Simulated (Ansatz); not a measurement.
Run report: Ge3Si2, band-structure calculation

Ge3Si2 (P4mm, 5 atoms in the cell), computed with DFT PBE, scalar-relativistic, plane waves, PAW, no spin polarisation (Ansatz 0.2.0).

The structure was made by a generator, so it may or may not be a known phase. Figures and captions count atoms from 1; the log counts them from 0 in places.

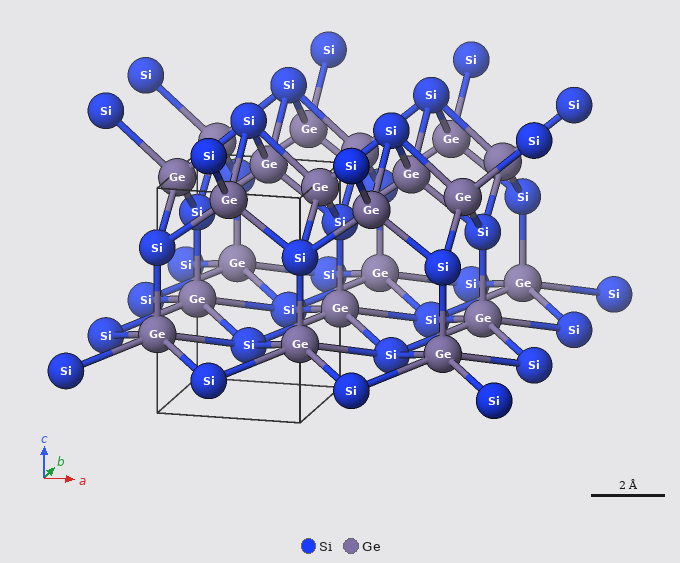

**Figure 1.** The structure (ball-and-stick view of the cell of the calculation, repeated 2 × 2 × 1, seen slightly off an axis; bonded neighbours outside the cell are drawn too).

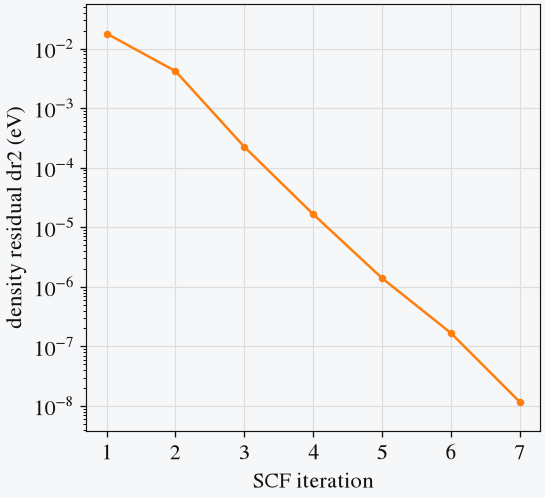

**Figure 2.** Convergence of the self-consistent field: density residual dr2 against the SCF iteration. The residual falls at every step.

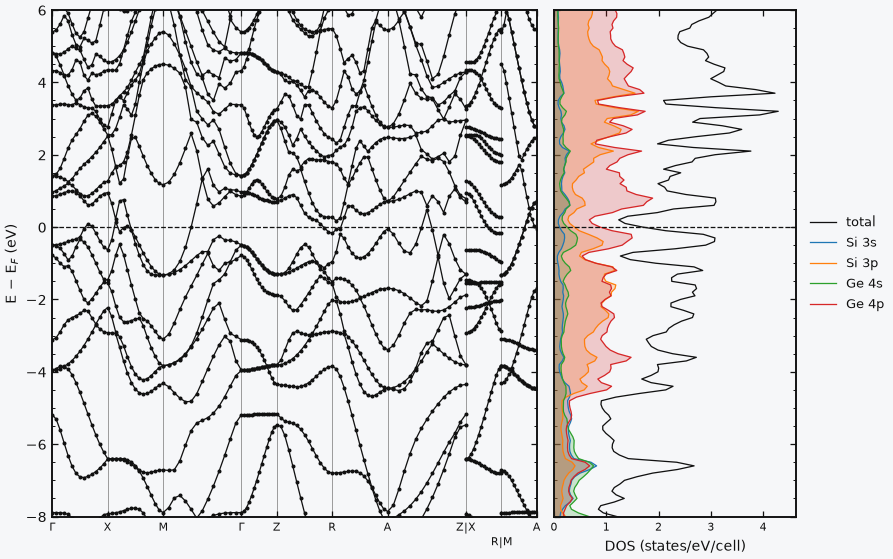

**Figure 3.** Band structure along Γ–X–M–Γ–Z–R–A–Z|X–R|M–A and density of states (projected on Löwdin-orthogonalised atomic shells), with energies from the Fermi level. Bands cross the Fermi level: a metal at this level of theory.

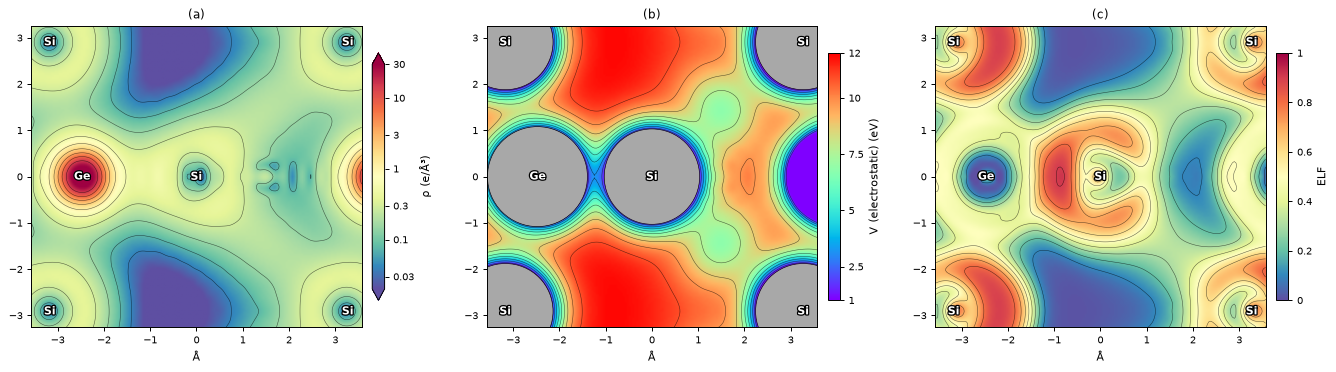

**Figure 4.** (a) valence pseudo-density; (b) electrostatic potential (local pseudopotential plus Hartree) felt by an electron; (c) ELF on the (11̄0) plane of the conventional cell. Grey discs, where drawn, cover atomic cores. Si–Ge (2.47 Å): the density is about 0.49 e/Å³ at the midpoint; the ELF is about 0.80 at the midpoint. Away from the nuclei the density in this plane falls to 0.01 e/Å³ at its lowest. Outside the cores the potential energy rises away from the atoms and is highest about 2.5 Å from the nearest atoms; outside the discs it spans about 11 eV, and its zero is arbitrary. In a PAW calculation such maps are meaningful between the atoms, not at the nuclei.

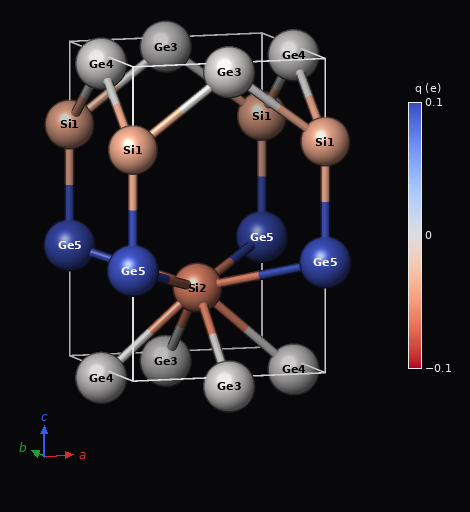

**Figure 5.** Bader charges, as the colour of each atom (ball-and-stick view of the cell of the calculation, seen slightly off an axis; atoms are numbered from 1 in the order of the input). By element: Si −0.06 to −0.04 and Ge 0.00 to +0.10 e.

The input and output of the run follow.

## The input
```yaml
crystal:
  lattice:
    - [4.1134048515, 0.0, 0.0]
    - [0.0, 4.1134048515, 0.0]
    - [0.0, 0.0, 6.4387761331]
  atoms:
    - { symbol: Si, position: [0.0, 0.0, 0.7355797289] }
    - { symbol: Si, position: [0.5, 0.5, 0.243545864] }
    - { symbol: Ge, position: [0.5, 0.0, 0.9697887933] }
    - { symbol: Ge, position: [0.0, 0.5, 0.9697887933] }
    - { symbol: Ge, position: [0.0, 0.0, 0.3512967404] }
basis:
  ecutwfc: 420
kpoints:
  mp_grid: { grid: [10, 10, 6] }
  band_path:
    path:
      - [[0.0, 0.0, 0.0], [0.0, 0.5, 0.0], [0.5, 0.5, 0.0], [0.0, 0.0, 0.0], [0.0, 0.0, 0.5], [0.0, 0.5, 0.5], [0.5, 0.5, 0.5], [0.0, 0.0, 0.5]]
      - [[0.0, 0.5, 0.0], [0.0, 0.5, 0.5]]
      - [[0.5, 0.5, 0.0], [0.5, 0.5, 0.5]]
    npoints: 14
hamiltonian:
  xc: pbe
scf:
  occupations: { method: gaussian, width: 0.1 }
  n_extra_bands: 12
output:
  forces: true
  stress: true
  eigenvalues: true
  populations: true
  dos: { projected: true, de: 0.02, nscf_kmesh: { grid: [12, 12, 8] } }
  bader: true
  write_density: true
  write_potential: true
  elf: true
  volumetric_format: npy
```

Run as:
```bash
ansatz run input.yaml --threads 1 --pin off --max-ram 2560MiB --backend cpu --events-out ev --progress --plain --runs-dir out
```

## What the program printed
```
scf.n_extra_bands = 12 over 25 filled bands (N_el = 50.0): the run solves 37 bands
Engine: ansatz 0.2.0, aarch64-unknown-linux-gnu
Pseudopotentials: kind: paw
Pseudopotential: Si, paw, valence charge 4, recommended cutoff 420 eV (normal), Si.paw.azcp
Pseudopotential: Ge, paw, valence charge 14, recommended cutoff 420 eV (normal), Ge.paw.azcp
Functional definition: PBE
  parameter kappa = 0.804
  parameter beta = 0.06672455060314922
  exchange = pbe_x(kappa = kappa, mu = beta*pi^2/3)
  correlation = pbe_c(beta = beta)
Crystal: 5 atoms, lattice volume = 108.945 Å³
Basis set: ecut = 420 eV, 2149 PW (Γ), exchange–correlation on 60×60×90 points (8 copies of the dense FFT grid, shifted against one another)
Bands: 37, of which v1, the nominal top of the filled ones, is band 25 counted from 1 (24 counted from 0)
Symmetry: 8 space group operations
Space group: P4mm (ITA 99), of the structure as read, at distance tolerance 4.8e-5 Å
k-points: 84 of 600 (time reversal used)
Non-local potential: Si, projectors of the file, l = 0: 2, l = 1: 2, l = 2: 2
Non-local potential: Ge, projectors of the file, l = 0: 2, l = 1: 2, l = 2: 3, l = 3: 1
PAW form: soft (Blöchl's): semilocal exchange-correlation on the pseudo side does not see the compensation charge
PAW one-centre angular grid: Si, 110 points (default); XC on 64 Gauss nodes
PAW one-centre angular grid: Ge, 590 points (default); XC on 64 Gauss nodes
Initial density: superposition of atomic densities (neutral atoms: chi_scale 0, normalization atom), corrected by the library's trained network
Initial wavefunctions: pseudopotential atomic-orbital guess
Functional: x = pbe(κ = 0.804, μ = 0.2195149727645171), c = pbe(β = 0.06672455060314922)
SCF iter   1: F=—  HF=-14154.030571 eV  |F-HF|=—  |Δ(HF+E_count)|=         —  Δρ=2.21e-3  dr2=1.79e-2  ethr=1.77e-3  ⟨swp⟩=6.2  Hψ=13739  notcnv=0  defer=127
preconditioner: auto → LDOS  [metal: Δε(μ)=0.036 eV  Ē_g=21.348 eV  σ=0.100 eV  W_gap=0.20  n_scr=28 (ndim 8)  ℏωp=25.2 eV  f_vac=0.038  D(μ)=2.18/eV (n_scr^D=14)  β→1.0]
SCF iter   2: F=—  HF=-14154.028400 eV  |F-HF|=—  |Δ(HF+E_count)|=   2.17e-3  Δρ=1.27e-3  dr2=4.18e-3  ethr=3.58e-5  ⟨swp⟩=3.0  Hψ=5868  notcnv=0  defer=166
SCF iter   3: F=—  HF=-14154.027274 eV  |F-HF|=—  |Δ(HF+E_count)|=   1.13e-3  Δρ=3.22e-4  dr2=2.24e-4  ethr=8.35e-6  ⟨swp⟩=2.0  Hψ=4814  notcnv=0  defer=166
SCF iter   4: F=—  HF=-14154.027211 eV  |F-HF|=—  |Δ(HF+E_count)|=   6.25e-5  Δρ=1.07e-4  dr2=1.66e-5  ethr=4.47e-7  ⟨swp⟩=2.0  Hψ=4806  notcnv=0  defer=166
SCF iter   5: F=—  HF=-14154.027247 eV  |F-HF|=—  |Δ(HF+E_count)|=   3.62e-5  Δρ=3.35e-5  dr2=1.40e-6  ethr=3.33e-8  ⟨swp⟩=2.0  Hψ=4811  notcnv=0  defer=166
SCF iter   6: F=—  HF=-14154.027248 eV  |F-HF|=—  |Δ(HF+E_count)|=   8.02e-7  Δρ=1.11e-5  dr2=1.68e-7  ethr=2.80e-9  ⟨swp⟩=2.0  Hψ=4813  notcnv=0  defer=166
SCF iter   7: F=-14154.027248 eV  HF=-14154.027248 eV  |F-HF|=6.10e-9  |Δ(HF+E_count)|=   7.27e-8  Δρ=2.98e-6  dr2=1.17e-8  ethr=2.00e-10  ⟨swp⟩=13.8  Hψ=20892  notcnv=0
SCF 1 converged in 7 iterations: F = -14154.027248 eV  dr2 = 1.17e-8
  greatest PAW one-centre occupation: 0.998 electrons in one spin orbital (limit 2), on the Ge atom at site 3 (counted from 0), in its partial waves of l = 2
NSCF: frozen V_eff on 129 k-points
NSCF: frozen V_eff on 140 k-points
SCF converged after 7 iterations
Free energy (F): -14154.027248 eV
Harris-Foulkes:  -14154.027248 eV  (|F-HF|=6.10e-9)
Internal energy: -14154.016090 eV  (E = F + TS)
E sigma→0 (E₀):  -14154.021669 eV
Entropy (-TS):   -0.011158 eV (-2.232 meV/atom)
Fermi energy:    7.664608 eV
--- Per-component energies (eV) ---
  E_band       = -461.305656
  E_kinetic    = 407.720152
  E_local      = -8346.588086  (includes V_loc(G=0)·N_el)
  E_nonlocal   = 1298.738522
  E_hartree    = 3694.627988
  E_xc         = -335.575036
  E_vxc        = -284.821803  (∫ρ·V_xc dr)
  E_paw        = -7074.774609  (= ΣΔE_a)
  E_vpaw       = -925.609586  (= ΣTr[D̂ρ^β])
  E_aug_tail   = 0.000819  (compensation charges beyond the density's cutoff)
  E_ewald      = -3798.165840
  E_smearing   = -0.011158  (= −TS)
  E_closure    = -0.000000  (closes the sum)
  Σ components = -14154.027248   (vs F -14154.027248, Δ=0.00e0)
--- Forces (eV/Å), atoms counted from 1 ---
  atom   1  Si    -0.00000000     0.00000000    -0.00066081
  atom   2  Si    -0.00000000     0.00000000     0.00186303
  atom   3  Ge     0.00000000     0.00000000     0.00029781
  atom   4  Ge     0.00000000     0.00000000     0.00029781
  atom   5  Ge     0.00000000     0.00000000    -0.00180988
  max |Σ_I F_I| component: 1.20e-5 eV/Å
--- Stress (GPa, compression-positive) ---
        0.008791       0.000000       0.000000
        0.000000       0.008791       0.000000
        0.000000       0.000000       0.007100
  P = ⅓ Tr σ = 0.0082 GPa (0.082 kbar)
--- Band table (eV; the first three rows and the last of 84) ---
  k-point 0: bands = ["-17.1405", "-17.1068", "-17.0508", "-17.0508", "-17.0476", "-17.0141", "-17.0088", "-17.0088", "-16.9873", "-16.9750", "-16.9673", "-16.9604", "-16.9570", "-16.9463", "-16.9463", "-5.2071", "-1.5096", "-0.2276", "2.4797", "3.7057", "3.7057", "4.5503", "6.8806", "7.1690", "7.1690", "8.5156", "8.6279", "9.0837", "9.0837", "11.0387", "11.9885", "12.4854", "12.4854", "13.0508", "14.3199", "14.3199", "14.5921"]
  k-point 1: bands = ["-17.1405", "-17.1068", "-17.0507", "-17.0507", "-17.0476", "-17.0141", "-17.0088", "-17.0088", "-16.9872", "-16.9750", "-16.9674", "-16.9604", "-16.9570", "-16.9464", "-16.9464", "-5.1689", "-1.9260", "0.3733", "2.4836", "3.7392", "3.7392", "4.4429", "6.4121", "6.9119", "6.9119", "8.5527", "8.9166", "9.4660", "9.4660", "10.2581", "12.4255", "12.4255", "13.0518", "13.3551", "14.2849", "14.2849", "14.6364"]
  k-point 2: bands = ["-17.1405", "-17.1067", "-17.0506", "-17.0506", "-17.0477", "-17.0141", "-17.0088", "-17.0088", "-16.9871", "-16.9750", "-16.9676", "-16.9604", "-16.9571", "-16.9466", "-16.9466", "-5.0841", "-2.4378", "1.4259", "2.4914", "3.8122", "3.8122", "3.9398", "5.9088", "6.5227", "6.5227", "8.4152", "8.7249", "10.1889", "10.1889", "10.4820", "12.1886", "12.1886", "13.8954", "14.1268", "14.3320", "14.3320", "14.7380"]
  k-point 83: bands = ["-17.0870", "-17.0870", "-17.0607", "-17.0548", "-17.0518", "-17.0518", "-17.0058", "-17.0029", "-16.9821", "-16.9821", "-16.9771", "-16.9680", "-16.9538", "-16.9472", "-16.9472", "-1.1837", "-1.1837", "-1.0051", "-0.4805", "-0.1972", "3.2051", "3.2051", "4.2748", "5.9738", "7.6146", "8.3731", "8.3731", "10.1420", "10.4174", "10.4174", "13.1048", "14.1509", "14.7443", "15.7801", "15.7801", "16.8081", "17.8186"]
--- Löwdin populations: 5 sites ---
  site symbol       q [e]
     0     Si      3.9520
     1     Si      3.9921
     2     Ge     13.9179
     3     Ge     13.9179
     4     Ge     13.9997
  spilling = 0.004407 (of n_electrons = 50.000000)
--- Bader charges: 5 sites ---
  site symbol  charge [e]  shift [e]
     0     Si     -0.0377     0.0046
     1     Si     -0.0564     0.0014
     2     Ge     -0.0010     0.0024
     3     Ge     -0.0010     0.0024
     4     Ge      0.0961     0.0012
  estimated error of the sums over rays = 4.9e-4 e
```

## File bader_charges.tsv
```
# site	symbol	x_ang	y_ang	z_ang	partial_charge_e	electrons	volume_ang3	relative_density_drop	shared_charge_e	partial_wave_shift_e
# quadrature_error_electrons = 4.9e-4
0	Si	0.0000	0.0000	4.7362	-0.03772	14.03772	23.99	-	-0.03772	0.00460
1	Si	2.0567	2.0567	1.5681	-0.05644	14.05644	22.91	-	-0.05644	0.00144
2	Ge	2.0567	0.0000	6.2443	-0.00098	32.00098	19.40	-	-0.00098	0.00241
3	Ge	0.0000	2.0567	6.2443	-0.00098	32.00098	19.40	-	-0.00098	0.00241
4	Ge	0.0000	0.0000	2.2619	0.09613	31.90387	23.24	-	0.09613	0.00121
```

## File populations.tsv
```
# site	symbol	l	j	q
# orbitals = lowdin
# n_electrons = 50.000000
# spilling = 0.004407
0	Si	0_3S	-	1.347637
0	Si	1_3P	-	2.604321
1	Si	0_3S	-	1.549208
1	Si	1_3P	-	2.442924
2	Ge	0_4S	-	1.571046
2	Ge	1_4P	-	2.349300
2	Ge	2_3D	-	9.997579
3	Ge	0_4S	-	1.571046
3	Ge	1_4P	-	2.349300
3	Ge	2_3D	-	9.997579
4	Ge	0_4S	-	1.696151
4	Ge	1_4P	-	2.305138
4	Ge	2_3D	-	9.998437
```

## Summary

```csv
quantity,value
outcome,converged
space group (tolerance 0.01 Å),P4mm (99)
electrons treated,50
free energy,−14154.0272 eV
Fermi energy,7.665 eV
gap on the k-point mesh,none (metallic)
pressure,0.01 GPa
largest force (length of the vector),0.002 eV/Å
hardware,"1 thread of Arm Neoverse V2, 24 GiB of memory available, shared host"
wall time,2.1 min
peak memory,0.6 GiB
```
